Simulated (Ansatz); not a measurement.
Run report: WSe2, geometry relaxation

The run: geometry relaxation of WSe2 (Fd-3m, 6 atoms in the cell). Method and program: DFT PBE, scalar-relativistic, plane waves, PAW, no spin polarisation (Ansatz 0.2.0).

The structure was made by swapping elements on the sites of another compound; it need not be a known phase. It belongs to a series of runs on one base structure; here: cubic Laves (C15) type (Fd-3m, No. 227).

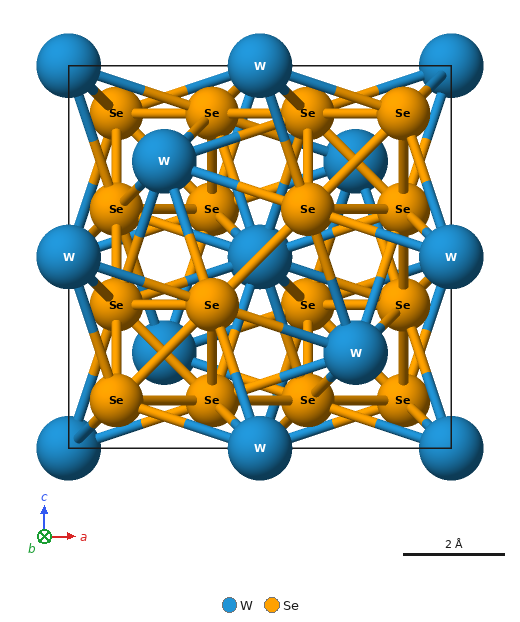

Fig. 1: The input geometry (ball-and-stick view of the cell 4 times as large as that of the calculation, set on its symmetry axes, along the b axis).

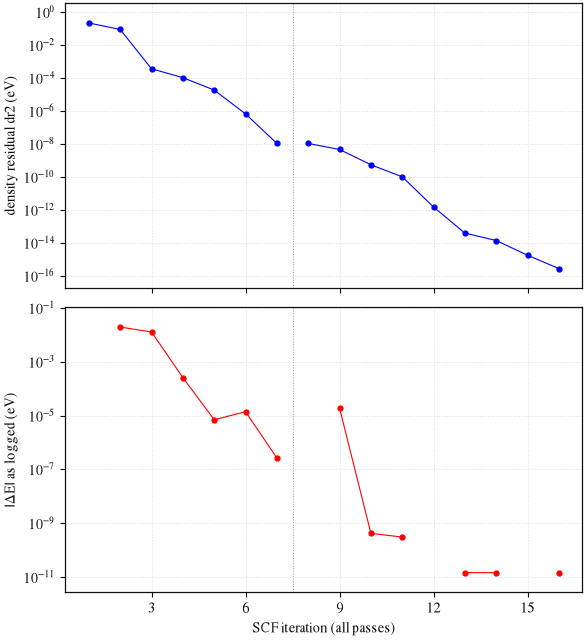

Fig. 2: Convergence of the self-consistent field: density residual dr2 and size of the energy change against the SCF iteration. The dotted lines part the SCF passes of the relaxation: geometry steps, rejected trials and re-solves on a re-selected basis. The passes take 7 and 9 iterations.

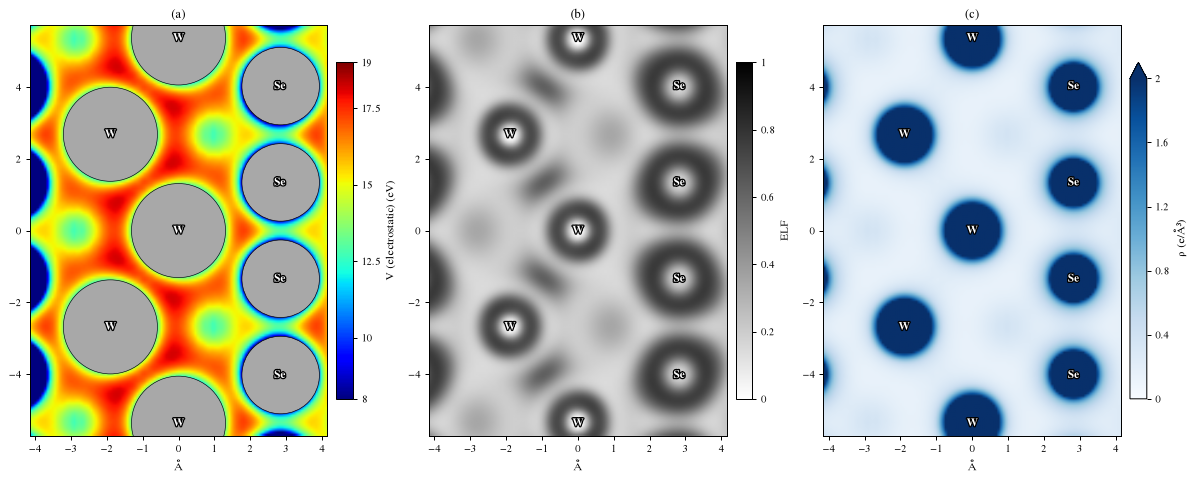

Fig. 3: (a) electrostatic potential energy of an electron; (b) electron localisation function; (c) valence charge density (pseudo) on the (101) plane of the conventional cell. Grey discs, where drawn, cover atomic cores. Se–Se (2.68 Å): the density is about 0.36 e/Å³ at the midpoint; the ELF peaks at about 0.75 between the atoms. W–Se (3.15 Å): ρ at the midpoint is about 0.19 e/Å³; the ELF is about 0.25 at the midpoint. Away from the nuclei the density in this plane falls to 0.15 e/Å³ at its lowest. The strong features right at W lie inside the PAW spheres (semicore, d or f shells) and say nothing about bonding. Outside the cores the potential energy rises away from the atoms and is highest about 1.9 Å from the nearest atoms; outside the discs it spans about 9 eV, and its zero is arbitrary. In a PAW calculation such maps are meaningful between the atoms, not at the nuclei.

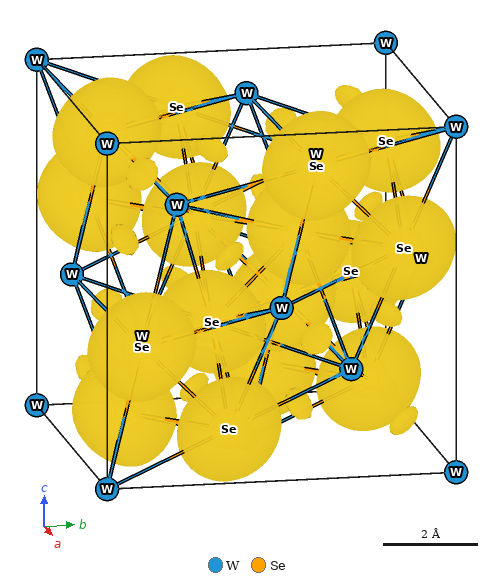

Fig. 4: Isosurface of the ELF at 0.55 (yellow), seen slightly off an axis. Only the valence region is drawn (cores and ρ < 0.01 e/Å³ removed). Sticks mark near contacts. The outline is the cell set on symmetry axes. Values along the shortest contacts: Se–Se (2.68 Å): the ELF peaks at about 0.75 between the atoms. W–Se (3.15 Å): the ELF is about 0.25 at the midpoint.

These pictures come from the run below.

### Input file
```yaml
crystal:
  lattice:
    - [0.0, 3.7970604179, 3.7970604179]
    - [3.7970604179, 0.0, 3.7970604179]
    - [3.7970604179, 3.7970604179, 0.0]
  atoms:
    - { symbol: W, position: [0.5, 0.5, 0.5] }
    - { symbol: W, position: [0.75, 0.75, 0.75] }
    - { symbol: Se, position: [0.125, 0.125, 0.125] }
    - { symbol: Se, position: [0.625, 0.125, 0.125] }
    - { symbol: Se, position: [0.125, 0.125, 0.625] }
    - { symbol: Se, position: [0.125, 0.625, 0.125] }
basis:
  ecutwfc: 420
kpoints:
  mp_grid: { grid: [8, 8, 8] }
hamiltonian:
  xc: pbe
scf:
  occupations: { method: gaussian, width: 0.1 }
output:
  forces: true
  stress: true
  eigenvalues: true
  write_density: true
  write_potential: true
  elf: true
  volumetric_format: npy
relax:
  adjacent_minimum: "off"
  f_tol: 0.01
  max_steps: 80
  cell: { stress_tol: 0.05 }
```

Launched with:
```bash
ansatz run input.yaml --threads 1 --pin off --max-ram 2560MiB --backend cpu --events-out ev --progress --plain --runs-dir out
```

### The program's output
```
Engine: ansatz 0.2.0, x86_64-unknown-linux-gnu
Pseudopotentials: kind: paw
Pseudopotential: W, paw, valence charge 14, recommended cutoff 420 eV (normal), W.paw.azcp
Pseudopotential: Se, paw, valence charge 16, recommended cutoff 420 eV (normal), Se.paw.azcp
Functional definition: PBE
  parameter kappa = 0.804
  parameter beta = 0.06672455060314922
  exchange = pbe_x(kappa = kappa, mu = beta*pi^2/3)
  correlation = pbe_c(beta = beta)
Crystal: 6 atoms, lattice volume = 109.490 Å³
Basis set: ecut = 420 eV, 2109 PW (Γ), exchange–correlation on 72×72×72 points (8 copies of the dense FFT grid, shifted against one another)
Bands: 56, of which v1, the nominal top of the filled ones, is band 46 counted from 1 (45 counted from 0)
Symmetry: 48 space group operations
Space group: Fd-3m (ITA 227), of the structure as read, at distance tolerance 4.8e-5 Å
k-points: 29 of 512
Non-local potential: W, projectors of the file, l = 0: 3, l = 1: 2, l = 2: 2, l = 3: 1
Non-local potential: Se, projectors of the file, l = 0: 2, l = 1: 2, l = 2: 3, l = 3: 1
PAW form: soft (Blöchl's): semilocal exchange-correlation on the pseudo side does not see the compensation charge
PAW one-centre angular grid: W, 590 points (default); XC on 64 Gauss nodes
PAW one-centre angular grid: Se, 590 points (default); XC on 64 Gauss nodes
Initial density: superposition of atomic densities (neutral atoms: chi_scale 0, normalization atom), corrected by the library's trained network
Initial wavefunctions: pseudopotential atomic-orbital guess
Functional: x = pbe(κ = 0.804, μ = 0.2195149727645171), c = pbe(β = 0.06672455060314922)
SCF iter   1: F=—  HF=-42635.673312 eV  |F-HF|=—  |Δ(HF+E_count)|=         —  Δρ=8.64e-3  dr2=2.18e-1  ethr=1.77e-3  ⟨swp⟩=5.7  Hψ=5904  notcnv=0
preconditioner: auto → Kerker (q_TF=auto, 2.650 Å⁻¹)  [metal: Δε(μ)=0.027 eV  Ē_g=7.613 eV  σ=0.100 eV  W_gap=0.15  n_scr=26 (ndim 8)  ℏωp=21.3 eV  f_vac=0.000  D(μ)=5.67/eV (n_scr^D=58)]
SCF iter   2: F=—  HF=-42635.653828 eV  |F-HF|=—  |Δ(HF+E_count)|=   1.95e-2  Δρ=5.43e-3  dr2=8.82e-2  ethr=2.37e-4  ⟨swp⟩=1.0  Hψ=1885  notcnv=0
SCF iter   3: F=—  HF=-42635.641053 eV  |F-HF|=—  |Δ(HF+E_count)|=   1.28e-2  Δρ=7.19e-4  dr2=3.62e-4  ethr=9.58e-5  ⟨swp⟩=2.0  Hψ=1751  notcnv=0
SCF iter   4: F=—  HF=-42635.640796 eV  |F-HF|=—  |Δ(HF+E_count)|=   2.58e-4  Δρ=4.21e-4  dr2=1.05e-4  ethr=3.93e-7  ⟨swp⟩=2.0  Hψ=2802  notcnv=0
SCF iter   5: F=—  HF=-42635.640803 eV  |F-HF|=—  |Δ(HF+E_count)|=   7.02e-6  Δρ=1.33e-4  dr2=1.85e-5  ethr=1.14e-7  ⟨swp⟩=2.0  Hψ=1678  notcnv=0
SCF iter   6: F=—  HF=-42635.640816 eV  |F-HF|=—  |Δ(HF+E_count)|=   1.39e-5  Δρ=2.31e-5  dr2=6.65e-7  ethr=2.01e-8  ⟨swp⟩=2.0  Hψ=2822  notcnv=0
SCF iter   7: F=-42635.640816 eV  HF=-42635.640816 eV  |F-HF|=3.80e-9  |Δ(HF+E_count)|=   2.66e-7  Δρ=3.11e-6  dr2=1.07e-8  ethr=1.09e-10  ⟨swp⟩=12.2  Hψ=13728  notcnv=0
SCF 1 converged in 7 iterations: F = -42635.640816 eV  dr2 = 1.07e-8
  greatest PAW one-centre occupation: 1.000 electrons in one spin orbital (limit 2), on the Se atom at site 3 (counted from 0), in its partial waves of l = 2
relax step   1: F+E_penalty+E_count = -42635.64081621 eV  Δ(F+E_penalty+E_count) = +0.000e0 eV  max|allowed force component| = 3.007e-17 eV/Å  Δτ_max = 0.0000 Å  P = +0.000 GPa  Ω = 109.490 Å³  (7 SCF iters, dr2 threshold 1.00e-7 eV, accepted)
Initial density: handed on by an earlier stage of this run
Initial wavefunctions: pseudopotential atomic-orbital guess (no wavefunctions were taken with the density)
iter 1 solved again at ethr=3.31e-8 eV; its pass at ethr=3.10e-3 eV (dr2=3.05e-5 eV) is discarded
SCF iter   1: F=—  HF=-42635.640797 eV  |F-HF|=—  |Δ(HF+E_count)|=         —  Δρ=3.11e-6  dr2=1.07e-8  ethr=3.31e-8  ⟨swp⟩=3.1  Hψ=10494  notcnv=0
preconditioner: auto → Kerker (q_TF=auto, 2.650 Å⁻¹)  [metal: Δε(μ)=0.053 eV  Ē_g=7.553 eV  σ=0.100 eV  W_gap=0.29  n_scr=26 (ndim 8)  ℏωp=21.3 eV  f_vac=0.000  D(μ)=5.59/eV (n_scr^D=58)]
SCF iter   2: F=—  HF=-42635.640816 eV  |F-HF|=—  |Δ(HF+E_count)|=   1.88e-5  Δρ=2.04e-6  dr2=4.60e-9  ethr=1.16e-11  ⟨swp⟩=2.7  Hψ=3185  notcnv=0
SCF iter   3: F=—  HF=-42635.640816 eV  |F-HF|=—  |Δ(HF+E_count)|=  4.22e-10  Δρ=4.93e-7  dr2=5.44e-10  ethr=5.01e-12  ⟨swp⟩=2.0  Hψ=2816  notcnv=0
SCF iter   4: F=—  HF=-42635.640816 eV  |F-HF|=—  |Δ(HF+E_count)|=  3.06e-10  Δρ=2.00e-7  dr2=1.01e-10  ethr=1.00e-12  ⟨swp⟩=2.1  Hψ=2310  notcnv=0
iter 5 did not close the SCF: its close was put off for the readings that it lacked (scf_convergence_deferred on its scf_iter line)
SCF iter   5: F=-42635.640816 eV  HF=-42635.640816 eV  |F-HF|=7.28e-12  |Δ(HF+E_count)|=    0.00e0  Δρ=3.28e-8  dr2=1.48e-12  ethr=1.00e-12  ⟨swp⟩=1.0  Hψ=1624  notcnv=0
iter 6 did not close the SCF: its close was put off for the readings that it lacked (scf_convergence_deferred on its scf_iter line)
SCF iter   6: F=-42635.640816 eV  HF=-42635.640816 eV  |F-HF|=1.46e-11  |Δ(HF+E_count)|=  1.46e-11  Δρ=8.54e-9  dr2=3.89e-14  ethr=1.00e-12  ⟨swp⟩=1.0  Hψ=1624  notcnv=0
iter 7 did not close the SCF: its close was put off for the readings that it lacked (scf_convergence_deferred on its scf_iter line)
SCF iter   7: F=-42635.640816 eV  HF=-42635.640816 eV  |F-HF|=1.46e-11  |Δ(HF+E_count)|=  1.46e-11  Δρ=3.57e-9  dr2=1.37e-14  ethr=1.00e-12  ⟨swp⟩=1.0  Hψ=1624  notcnv=0
iter 8 did not close the SCF: its close was put off for the readings that it lacked (scf_convergence_deferred on its scf_iter line)
SCF iter   8: F=-42635.640816 eV  HF=-42635.640816 eV  |F-HF|=0.00e0  |Δ(HF+E_count)|=    0.00e0  Δρ=1.13e-9  dr2=1.75e-15  ethr=1.00e-12  ⟨swp⟩=1.0  Hψ=1624  notcnv=0
SCF iter   9: F=-42635.640816 eV  HF=-42635.640816 eV  |F-HF|=2.18e-11  |Δ(HF+E_count)|=  1.46e-11  Δρ=5.49e-10  dr2=2.73e-16  ethr=1.00e-12  ⟨swp⟩=2.8  Hψ=4746  notcnv=0
SCF 2 converged in 9 iterations: F = -42635.640816 eV  dr2 = 2.73e-16
relax step   2: F+E_penalty+E_count = -42635.64081622 eV  Δ(F+E_penalty+E_count) = -2.052e-9 eV  max|allowed force component| = 1.773e-17 eV/Å  Δτ_max = 0.0000 Å  P = +0.000 GPa  Ω = 109.490 Å³  stress off target by 1.39e-4 GPa  SCF on the basis re-selected at this cell (its energy is not comparable with the rows above)  (9 SCF iters)
basis re-selected at this cell: Δ(F+E_penalty+E_count) = -2.052e-9 eV, ΔP = +0.000 GPa vs the last step (what re-selecting the basis moved, of the pressure what is left beyond the Pulay correction that the steps carried, after the strain that the cell walked since its last selection, with what the two solves' SCF thresholds leave and, on support functions, any second-order correction that the steps lacked; it is no measure of the basis error at this ecutwfc). This SCF's stress stands 1.39e-4 GPa from its target on what of the cell is left free (relax.cell.stress_tol is 5.00e-2 GPa) and its largest allowed force component is 1.77e-17 eV/Å (relax.f_tol is 1.00e-2 eV/Å): within both
SCF converged after 9 iterations
Free energy (F): -42635.640816 eV
Harris-Foulkes:  -42635.640816 eV  (|F-HF|=2.18e-11)
Internal energy: -42635.612874 eV  (E = F + TS)
E sigma→0 (E₀):  -42635.626845 eV
Entropy (-TS):   -0.027942 eV (-4.657 meV/atom)
Fermi energy:    15.936283 eV
--- Per-component energies (eV) ---
  E_band       = -1490.912919
  E_kinetic    = 1362.402732
  E_local      = -9617.144489  (includes V_loc(G=0)·N_el)
  E_nonlocal   = -2365.859226
  E_hartree    = 4689.751561
  E_xc         = -945.387952
  E_vxc        = -863.705718  (∫ρ·V_xc dr)
  E_paw        = -24776.232497  (= ΣΔE_a)
  E_vpaw       = 613.893243  (= ΣTr[D̂ρ^β])
  E_aug_tail   = -0.002585  (compensation charges beyond the density's cutoff)
  E_ewald      = -10983.140419
  E_smearing   = -0.027942  (= −TS)
  E_closure    = 0.000000  (closes the sum)
  Σ components = -42635.640816   (vs F -42635.640816, Δ=0.00e0)
--- Forces (eV/Å), atoms counted from 1 ---
  atom   1  W     -0.00000000    -0.00000000     0.00000000
  atom   2  W     -0.00000000    -0.00000000    -0.00000000
  atom   3  Se     0.00000000    -0.00000000    -0.00000000
  atom   4  Se     0.00000000    -0.00000000     0.00000000
  atom   5  Se     0.00000000    -0.00000000     0.00000000
  atom   6  Se     0.00000000    -0.00000000     0.00000000
  max |Σ_I F_I| component: 3.24e-17 eV/Å
--- Stress (GPa, compression-positive) ---
        0.000139      -0.000000      -0.000000
        0.000000       0.000139       0.000000
       -0.000000       0.000000       0.000139
  P = ⅓ Tr σ = 0.0001 GPa (0.001 kbar)
--- Band table (eV; the first three rows and the last of 29) ---
  k-point 0: bands = ["-58.7362", "-58.7269", "-33.4630", "-33.4489", "-33.4489", "-33.4489", "-33.4469", "-33.4469", "-33.4149", "-33.4149", "-33.4149", "-33.4059", "-33.4059", "-33.4059", "-33.4051", "-33.4051", "-33.4051", "-33.3984", "-33.3984", "-33.3901", "-33.3901", "-33.3901", "-22.9295", "-22.9295", "-22.9295", "-22.8580", "-22.8580", "-22.8580", "-2.0536", "2.9363", "2.9363", "2.9363", "6.0181", "8.5845", "8.5845", "8.5845", "9.7086", "9.7086", "12.5146", "14.6891", "14.6891", "14.6891", "16.4794", "16.4794", "17.2135", "17.2135", "17.2135", "17.2308", "17.2308", "17.2308", "17.5188", "17.5188", "17.9196", "17.9196", "17.9196", "19.1762"]
  k-point 1: bands = ["-58.7359", "-58.7272", "-33.4619", "-33.4484", "-33.4483", "-33.4483", "-33.4457", "-33.4457", "-33.4164", "-33.4150", "-33.4150", "-33.4061", "-33.4061", "-33.4060", "-33.4055", "-33.4055", "-33.4051", "-33.3985", "-33.3985", "-33.3911", "-33.3911", "-33.3901", "-22.9306", "-22.9306", "-22.9290", "-22.8587", "-22.8570", "-22.8570", "-1.9664", "2.5134", "2.9028", "2.9028", "6.4456", "8.5836", "8.7058", "8.7058", "9.8230", "9.8230", "12.9384", "14.5337", "14.5337", "14.5609", "16.1722", "16.1722", "16.4109", "16.7098", "16.7098", "17.2366", "17.2366", "17.2495", "17.3876", "17.3876", "17.8070", "18.6148", "18.6619", "18.6619"]
  k-point 2: bands = ["-58.7352", "-58.7279", "-33.4593", "-33.4477", "-33.4477", "-33.4465", "-33.4411", "-33.4411", "-33.4208", "-33.4158", "-33.4158", "-33.4086", "-33.4086", "-33.4061", "-33.4051", "-33.4046", "-33.4046", "-33.3989", "-33.3989", "-33.3936", "-33.3936", "-33.3901", "-22.9331", "-22.9331", "-22.9279", "-22.8605", "-22.8545", "-22.8545", "-1.7200", "1.6968", "2.8256", "2.8256", "7.0266", "8.9768", "8.9768", "9.0060", "10.2057", "10.2057", "13.8689", "13.9617", "13.9617", "14.0285", "15.6089", "15.6089", "15.6258", "16.3934", "16.3934", "16.7629", "16.7629", "16.8429", "17.2956", "17.5093", "17.5093", "18.2567", "18.8307", "18.8307"]
  k-point 28: bands = ["-58.7316", "-58.7316", "-33.4461", "-33.4461", "-33.4431", "-33.4431", "-33.4295", "-33.4295", "-33.4278", "-33.4278", "-33.4160", "-33.4160", "-33.4124", "-33.4124", "-33.4038", "-33.4038", "-33.4007", "-33.4007", "-33.3992", "-33.3992", "-33.3957", "-33.3957", "-22.9435", "-22.9435", "-22.8943", "-22.8943", "-22.8448", "-22.8448", "-0.3364", "-0.3364", "2.4965", "2.4965", "9.2820", "9.2820", "9.3018", "9.3018", "11.8013", "11.8013", "12.2033", "12.2033", "14.1060", "14.1060", "15.0457", "15.0457", "15.4291", "15.4291", "15.4655", "15.4655", "16.0872", "16.0872", "17.5095", "17.5095", "18.1103", "18.1103", "19.1791", "19.1791"]
--- Relaxed structure (1 steps of the walk, 1 accepted, 1 SCFs on fresh bases) ---
  F+E_penalty+E_count = -42635.64081622 eV   max|allowed force component| = 1.773e-17 eV/Å   (the final SCF, on the basis selected at the relaxed cell)
  cell:  # Å, volume = 109.4895 Å³
    - [0.0, 3.7970604179, 3.7970604179]
    - [3.7970604179, 0.0, 3.7970604179]
    - [3.7970604179, 3.7970604179, 0.0]
  atoms:
    - { symbol: W, position: [0.5, 0.5, 0.5] }
    - { symbol: W, position: [0.7500000000000001, 0.7500000000000001, 0.7500000000000001] }
    - { symbol: Se, position: [0.125, 0.125, 0.125] }
    - { symbol: Se, position: [0.625, 0.125, 0.125] }
    - { symbol: Se, position: [0.125, 0.125, 0.625] }
    - { symbol: Se, position: [0.125, 0.625, 0.125] }
```

### Trajectory as extended XYZ (Å, eV, eV/Å), 2 frames, from step=1 to step=2
```
6
Lattice="0.0000 3.7971 3.7971 3.7971 0.0000 3.7971 3.7971 3.7971 0.0000" Properties=species:S:1:pos:R:3:forces:R:3 step=1 energy=-42635.64082 pressure_GPa=0.00
W     3.7971    3.7971    3.7971    0.0000   0.0000   0.0000
W     5.6956    5.6956    5.6956    0.0000   0.0000   0.0000
Se    0.9493    0.9493    0.9493    0.0000   0.0000   0.0000
Se    0.9493    2.8478    2.8478    0.0000   0.0000   0.0000
Se    2.8478    2.8478    0.9493    0.0000   0.0000   0.0000
Se    2.8478    0.9493    2.8478    0.0000   0.0000   0.0000
6
Lattice="0.0000 3.7971 3.7971 3.7971 0.0000 3.7971 3.7971 3.7971 0.0000" Properties=species:S:1:pos:R:3:forces:R:3 step=2 energy=-42635.64082 pressure_GPa=0.00
W     3.7971    3.7971    3.7971    0.0000   0.0000   0.0000
W     5.6956    5.6956    5.6956    0.0000   0.0000   0.0000
Se    0.9493    0.9493    0.9493    0.0000   0.0000   0.0000
Se    0.9493    2.8478    2.8478    0.0000   0.0000   0.0000
Se    2.8478    2.8478    0.9493    0.0000   0.0000   0.0000
Se    2.8478    0.9493    2.8478    0.0000   0.0000   0.0000
```

### Summary

| quantity | value |
| --- | --- |
| outcome | converged |
| space group (tolerance 0.01 Å) | Fd-3m (227) |
| electrons treated | 92 |
| free energy | −42635.6408 eV |
| Fermi energy | 15.936 eV |
| gap on the k-point mesh | none (metallic) |
| pressure | 0.00 GPa |
| final volume | 109.49 Å³ |
| largest force (length of the vector) at the end | under 0.001 eV/Å |
| final cell | a = 5.370 Å, b = 5.370 Å, c = 5.370 Å, α = 60.00°, β = 60.00°, γ = 60.00° |
| hardware | 1 thread of Intel Xeon (Sapphire Rapids), 192 GiB of memory available, shared host |
| wall time | 23 s |
| peak memory | 0.5 GiB |

Spin–orbit coupling is left out, which matters for W.
